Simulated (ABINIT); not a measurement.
# SiC (F-43m): refractive index against wavelength

The refractive index of SiC (F-43m) below the direct gap (4.55 eV on the mesh) is read from one computed spectrum, n = √(Re ε).

It takes space group F-43m (No. 216, cubic). The conventional cell has a = 4.358 Å, b = 4.358 Å, c = 4.358 Å, α = 90.00°, β = 90.00°, γ = 90.00°. Around Si on site a lie 4 C at 1.89 Å. Around C on site c lie 4 Si at 1.89 Å.

Method: ABINIT 10.8.3, PBE, independent particles, k-mesh 14×14×14, Lorentzian half width 0.05 eV.

Launch of the response step: `optic optic.abi`. The run took 16 s, its band step included, on 4 threads of Arm Neoverse V1 (shared host).

```
wavelength (nm)  photon energy E (eV)       n
           1064                 1.165  2.7023
            850                 1.459  2.7203
            700                 1.771  2.7447
            633                 1.959  2.7623
            532                 2.331  2.8044
            450                 2.755  2.8666
            405                 3.061       ?
```

In the single-oscillator model n² − 1 = E₀E_d/(E₀² − E²), so 1/(n² − 1) = E₀/E_d − E²/(E₀E_d) is linear in E².

Working, on the rows shown:

| x = E² (eV²) | y = 1/(n² − 1) |
| --- | --- |
| 1.35784 | 0.158669 |
| 2.12762 | 0.156249 |
| 3.13716 | 0.15306 |
| 3.83641 | 0.150823 |
| 5.43137 | 0.145674 |
| 7.59115 | 0.138554 |

Means: x̄ = 3.9136, ȳ = 0.1505. Σ(x − x̄)(y − ȳ) = -0.08442, Σ(x − x̄)² = 26.16. Slope = -0.08442 / 26.16 = -0.003227; intercept = ȳ − slope · x̄ = 0.16313. Turned back into n, the line misses the rows shown by at most 0.00075.

Question: Fill in the last column of the withheld row.

Answer: At x = 9.3718 the line gives y = 0.13289, that is 2.9198. The run gave 2.9234, so the extrapolation is off by 0.0036, 1.6 % of the range in the table.

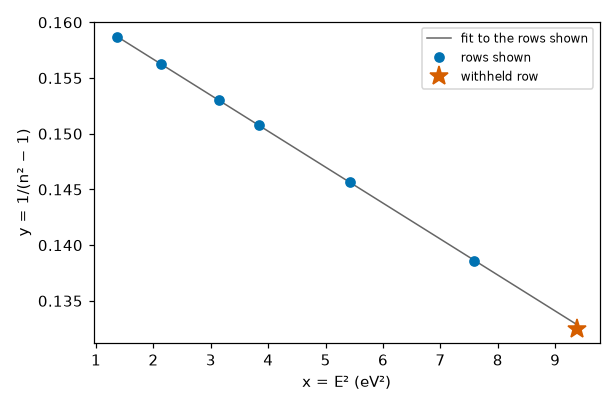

Refitted with all rows, the slope is -0.003261 and the intercept 0.16324. These give E₀ = √(intercept/−slope) = 7.08 eV and E_d = E₀/intercept = 43.3 eV; E₀ is 1.6 times the direct gap. The electronic limit at long wavelengths, without lattice vibrations, is n = √(1 + 1/intercept) = 2.669. Excitons are left out and so are local fields; PBE gaps are as a rule too small. The values come from a sum over the points of one k-mesh and carry its error, which grows as the direct gap shrinks.

[Logs are printed without paths, hosts, clocks, repeated set-up lines and the standing remarks that a program may print on its own settings, such as how far it seeks lower states.]
